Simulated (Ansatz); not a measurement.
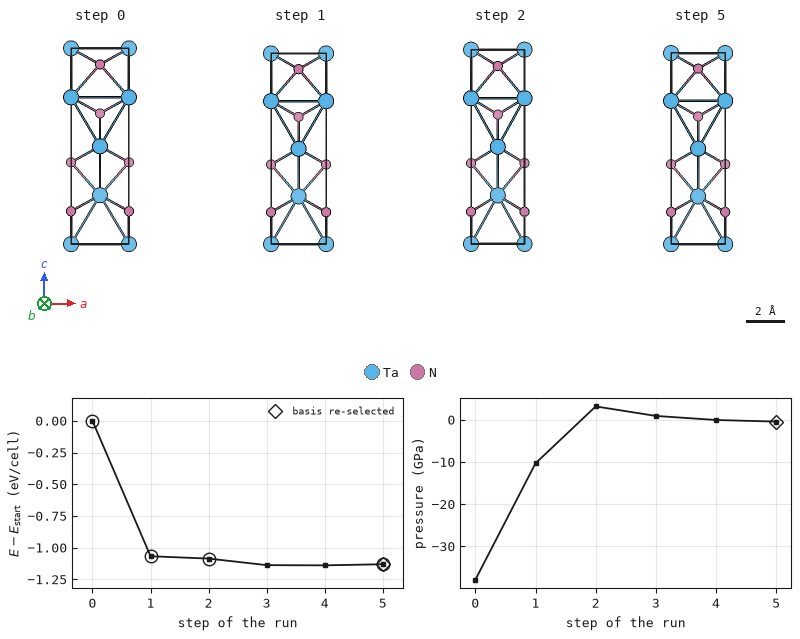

Frames of a relaxation of solid TaN (a generated structure, set up in I4_1md) (coarse preliminary run), marked on the history of the run. Style: ball-and-stick. Shown: the conventional cell (2 times the calculation's cell), along the b axis. Lengths and directions refer to the drawn axes.

Case: As → N, Nb → Ta on all its sites, cell and atoms relaxed.

These are results of Ansatz, DFT PBE, scalar-relativistic, plane waves, PAW, not measurements.

Input
```yaml
crystal:
  lattice:
    - [-1.5591721464, 1.5591721464, 5.2739497453]
    - [1.5591721464, -1.5591721464, 5.2739497453]
    - [1.5591721464, 1.5591721464, -5.2739497453]
  atoms:
    - { symbol: Ta, position: [0.7488964711, 0.7488964711, 0.0] }
    - { symbol: Ta, position: [0.4988964711, -0.0011035289, 0.5] }
    - { symbol: "N", position: [0.1671035289, 0.1671035289, 0.0] }
    - { symbol: "N", position: [0.9171035289, 0.4171035289, 0.5] }
basis:
  ecutwfc: 420
kpoints:
  mp_grid: { grid: [8, 8, 8] }
hamiltonian:
  xc: pbe
scf:
  occupations: { method: gaussian, width: 0.1 }
output:
  forces: true
  stress: true
  eigenvalues: true
relax:
  adjacent_minimum: "off"
  f_tol: 0.05
  max_steps: 60
  cell: { stress_tol: 0.5 }
```

Command:
```bash
ansatz run input.yaml --threads 1 --pin off --max-ram 2560MiB --backend cpu --events-out ev --progress --plain --runs-dir out
```

> What happens along the run?

The atoms keep their places relative to the cell (all moves are under 0.005 Å). Cell: a = b 3.118 → 2.916 Å (−6.5 %), c 10.548 → 10.295 Å (−2.4 %). Volume −14.7 %. Among the contacts that change: Ta1–Ta1 3.118 → 2.916 Å, Ta1–N3 2.368 → 2.225 Å, Ta1–Ta2 3.063 → 2.958 Å, Ta1–N4 2.362 → 2.267 Å. Bond angles that change, for instance: Ta1–N4–Ta1 82.6° → 80.0°. The space group stays I4_1md (No. 109). The energy falls by 1.130 eV per cell of the calculation in 4 accepted moves (5 points after the start). Largest force component: 0.02 eV/Å at the start, 0.017 eV/Å at the end. Pressure: −37.91 GPa at the start and −0.42 GPa at the end. At 1 point the geometry stayed and the basis and grid were re-selected for the new cell (energy shift of 8.8 meV per cell of the calculation at most each time). From step 0 to 1: volume −11.9 %, energy −1.067 eV per cell of the calculation. From step 1 to 2: volume −3.9 %, energy −18.6 meV per cell of the calculation. From step 2 to 5: volume +0.8 %, energy −44.5 meV per cell of the calculation.

```tsv
step	E − E(0), meV/atom	largest force component, eV/Å	pressure, GPa	volume, Å³/atom	note
0	0.00	0.0199	-37.91	12.821	
1	-266.77	0.1310	-10.30	11.296	
2	-271.41	0.3201	3.18	10.850	
3	-284.32	0.0891	0.93	10.905	
4	-284.75	0.0166	-0.04	10.941	
5	-282.55	0.0167	-0.42	10.941	same geometry, new basis
```
